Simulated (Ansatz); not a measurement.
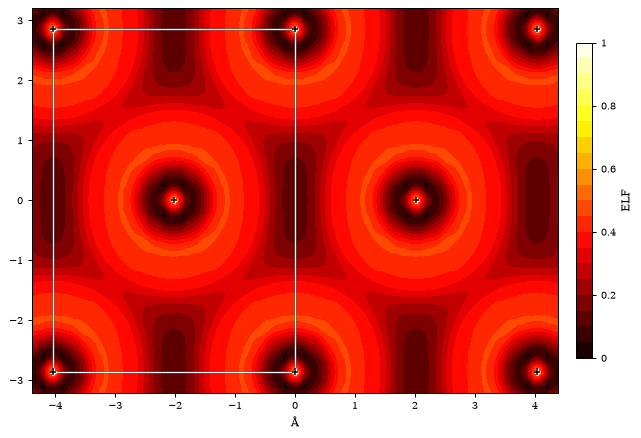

The ELF on a plane through atoms (crosses mark nuclei in the plane).

Theory: Ansatz 0.2.0, Kohn-Sham DFT of a periodic cell, PBEsol, Ansatz PAW.

Candidates:
A. SiNi, a = 4.50 Å, b = 4.50 Å, c = 4.50 Å, α = 90.00°, β = 90.00°, γ = 90.00°. Space group P2₁3; a structure from a database of computed crystals, not necessarily the ambient phase; computed pressure about −5 GPa in this cell; the program warned that a starting moment wasn't kept; spin-polarised, but the moments vanished.
B. Bi, a = 4.04 Å, b = 4.04 Å, c = 4.04 Å, α = 90.00°, β = 90.00°, γ = 90.00°. Space group Im-3m; a structure from a database of computed crystals, not necessarily the ambient phase; computed pressure about −5 GPa in this cell.

Question: Which candidate gave the map?

Answer: Candidate B: Bi on the (101) plane of the conventional cell, which holds Bi. Bi–Bi (3.50 Å): the ELF is about 0.30 at the midpoint.
